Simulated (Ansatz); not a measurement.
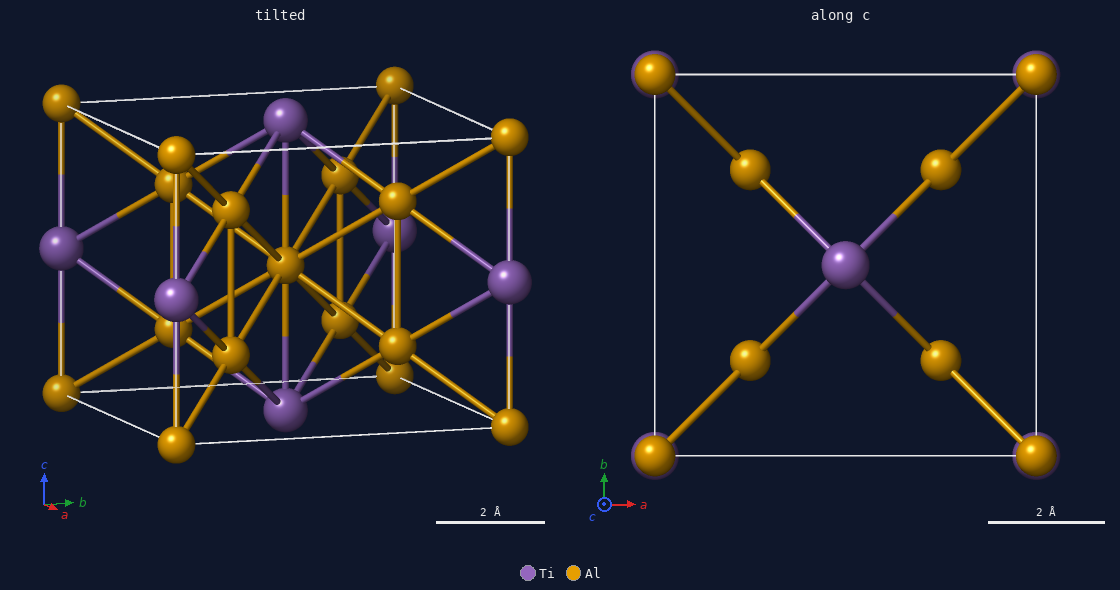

View slightly off an axis and along the c axis, drawn as a ball-and-stick model. Atoms at the boundary of the conventional unit cell (the box) are drawn once for each face, edge or corner they touch. Cell: a = 6.59 Å, b = 6.59 Å, c = 5.48 Å, α = 90.00°, β = 90.00°, γ = 90.00°.

The structure was taken from a random cell made by a generator, so it need not be a real form of the compound. Earlier steps of the study may have refined or changed the cell and positions. A calculation with Ansatz used it as input.

Give a description of the structure.

The stoichiometry is TiAl5. Its lattice is body-centred tetragonal, its space group I4/mmm (No. 139). Counting shared atoms by their share gives 2 Ti, 10 Al, or 12 atoms. Ti is linked to ten Al at about 2.7 Å. Al takes two kinds of site: 8f with four Al and two Ti (about 2.7 Å to Al, 2.7 Å to Ti); 2a with eight Al and two Ti (about 2.7 Å to Al, 2.7 Å to Ti). The bonds build a three-dimensional framework.

Computational set-up: DFT PBE, scalar-relativistic, plane waves, PAW in Ansatz, wavefunction cutoff 420 eV, k-points about 0.15 Å⁻¹ apart, Gaussian smearing of 0.1 eV, no spin polarisation.

Is the electronic structure metallic or gapped?

A metal: bands cross the Fermi level.

How charged are the atoms, by the Bader scheme?

Ti +0.73 e; Al -0.15 e.

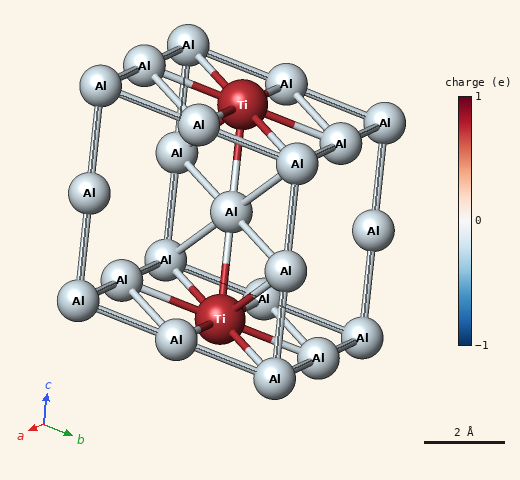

The atoms coloured by those charges. The run's cell of 6 atoms is drawn, so axes and origin can differ from the first picture.

Is the structure in equilibrium?

Yes. All forces vanish to within 0.01 eV/Å. The pressure is 0.0 GPa, close to zero.
